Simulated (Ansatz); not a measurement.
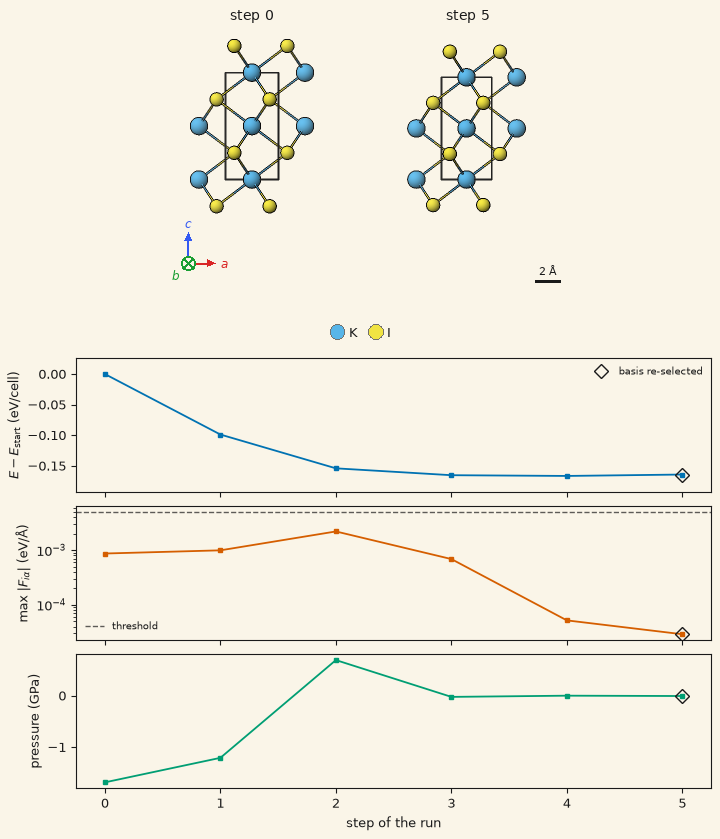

First and last geometry of a relaxation of solid KI (set up in Cmcm), with the history of the run. Style: ball-and-stick. Shown: the cell of the calculation, reduced to other axes, along the b axis. Lengths and directions refer to the drawn axes.

Case: relaxed again under DFT LDA, scalar-relativistic, plane waves, PAW.

Computed with DFT LDA, scalar-relativistic, plane waves, PAW in Ansatz 0.2.0.

The input:
```yaml
crystal:
  lattice:
    - [2.4856454456, -4.3033639529, 0.0]
    - [2.4856454456, 4.3033639529, 0.0]
    - [0.0, 0.0, 8.6793136639]
  atoms:
    - { symbol: K, position: [0.5, 0.5, 0.5] }
    - { symbol: K, position: [0.5, 0.5, 0.0] }
    - { symbol: I, position: [0.8332197398, 0.1667802602, 0.25] }
    - { symbol: I, position: [0.1667802602, 0.8332197398, 0.75] }
basis:
  ecutwfc: 420
kpoints:
  mp_grid: { grid: [6, 6, 4] }
hamiltonian:
  xc: lda
scf:
  occupations: { method: gaussian, width: 0.02 }
output:
  forces: true
  stress: true
  eigenvalues: true
  write_density: true
  write_potential: true
  elf: true
  volumetric_format: npy
relax:
  adjacent_minimum: "off"
  f_tol: 0.005
  max_steps: 50
  cell: { stress_tol: 0.05 }
```

Launched with:
```bash
ansatz run input.yaml --threads 1 --pin off --max-ram 2560MiB --backend cpu --events-out ev --progress --plain --runs-dir out
```

Read the history and describe the run.

Answer. It converged. No atom moves by more than 0.005 Å relative to the cell. Cell: a 4.971 → 4.702 Å (−5.4 %), b 4.970 → 4.702 Å (−5.4 %), c 8.679 → 8.301 Å (−4.4 %). Volume −14.4 %. Among the contacts that change: K1–I3 3.598 → 3.417 Å. The space group stays P6_3/mmc (No. 194). After 4 accepted moves (5 points after the start) the energy has fallen by 0.164 eV per cell of the calculation. Largest force component: 0.00087 eV/Å at the start, under 0.0001 eV/Å at the end. Pressure: −1.68 GPa at the start and −0.01 GPa at the end. The SCF was repeated once at an unchanged geometry on a basis and grid sized afresh for the cell, which shifted the energy by 2.3 meV per cell of the calculation at most. The run took 35 s on 1 thread of Intel(R) Xeon(R) 6975P-C (Granite Rapids), with other jobs on the host, peak memory 0.62 GiB.

```
step  E − E(0), meV/atom  largest force component, eV/Å  pressure, GPa  volume, Å³/atom                      note
   0                0.00                         0.0009          -1.68           46.420                          
   1              -24.70                         0.0010          -1.21           43.726                          
   2              -38.51                         0.0022           0.69           38.183                          
   3              -41.32                         0.0007          -0.02           39.842                          
   4              -41.62                         0.0001           0.00           39.732                          
   5              -41.04                         0.0000          -0.01           39.732  same geometry, new basis
```
